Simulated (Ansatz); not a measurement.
System: a (100) slab cut from Mo (Im-3m), 5 atoms in the cell. Starting structure of the relaxation:

```xyz
5
Lattice="3.1293 0.0000 0.0000 0.0000 3.1293 0.0000 0.0000 0.0000 23.2586" Properties=species:S:1:pos:R:3 pbc="T T T"
Mo    1.5647    1.5647    8.5000
Mo    0.0000    0.0000   10.0647
Mo    1.5647    1.5647   11.6293
Mo    0.0000    0.0000   13.1940
Mo    1.5647    1.5647   14.7586
```

Level of theory: DFT PBEsol, scalar-relativistic, plane waves, PAW, no spin polarisation, 9×9×1 k mesh, 420 eV cutoff, Gaussian smearing of 0.1 eV; code Ansatz 0.2.0.

What does the potential across the slab give for the work function?

The work function is 4.02 eV at the right face and 4.15 eV at the left. The vacuum levels differ by 0.13 eV, so the slab carries a dipole along its normal. Some atoms were held fixed in the relaxation, which can itself make the faces differ. The outermost atoms are 6.1 Å apart, which leaves 17.2 Å of vacuum in a cell 23.3 Å high.

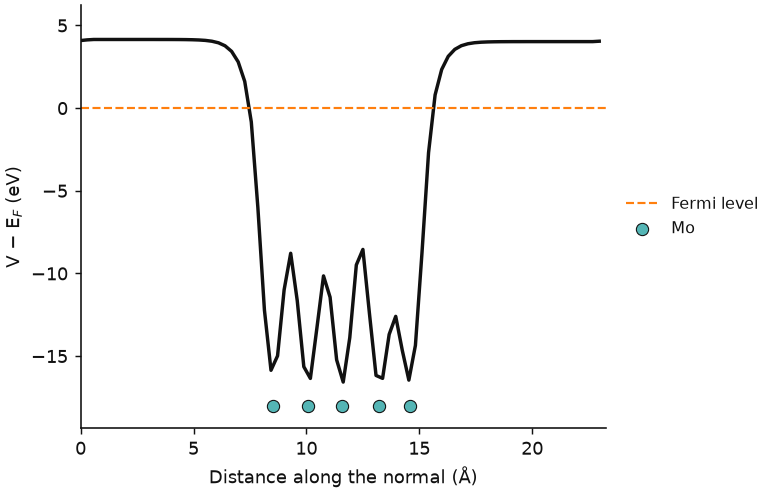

Plane-averaged electrostatic potential energy of an electron across the slab; circles at the bottom mark the heights of the atoms (positions after relaxation).
